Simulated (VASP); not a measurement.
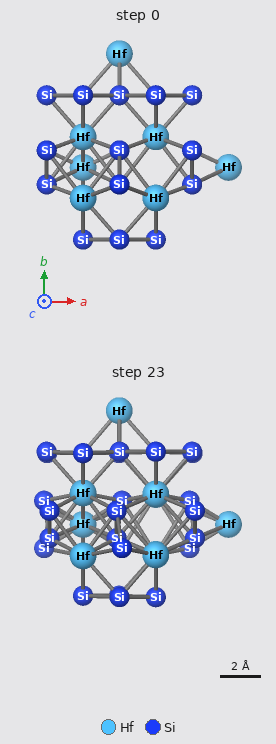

The structure of a defect cell of composition Hf15Si32 before (top) and after (bottom) a relaxation, at one scale.

Style: ball-and-stick. Shown: the atoms within 5.8 Å of the atom that moves most (axes of the cell of the calculation (origin shifted)), along the c axis.

The run lets the atoms move in a fixed cell.

Computed with Kohn-Sham DFT of a periodic cell, PBE, VASP PAW PBE potentials, recommended in VASP 6.6.1.

Input file:
```
SYSTEM = Hf15Si32
  PREC = Accurate
  ENCUT = 520
  EDIFF = 1E-6
  ISMEAR = 1
  SIGMA = 0.1
  LREAL = .FALSE.
  LASPH = .TRUE.
  NELM = 80
  ALGO = Normal
  ISIF = 2
  LWAVE = .FALSE.
  LCHARG = .FALSE.
  GGA = PE
  IBRION = 2
  NSW = 60
  EDIFFG = -0.02
```

Launched with:
```bash
cat potpaw_PBE.64/Hf_pv/POTCAR potpaw_PBE.64/Si/POTCAR > POTCAR
mpirun -np 8 vasp_std > vasp.out
```

> What changed between the two?

After 23 geometry steps the energy has fallen by 3.441 eV per cell of the calculation. The largest force component goes from 4.3 to 0.015 eV/Å. The largest moves, 0.39 Å, are those of Si atoms. Largest moves by element: Si 0.39 Å, Hf 0.21 Å. The cell doesn't change. Some distances before and after: Si–Si 2.504 → 3.195 Å, Si–Si 3.334 → 3.006 Å, Hf–Si 2.222 → 2.532 Å, Si–Si 3.325 → 3.018 Å. Among the angles between lasting bonds that change: Hf–Si–Si 91.8° → 78.8°, Hf–Si–Hf 150.3° → 163.2°, Hf–Si–Hf 101.2° → 89.7°.

Limits of the set-up: the periodic images lie only 7.3 Å apart, so the values are limited by the cell's size.
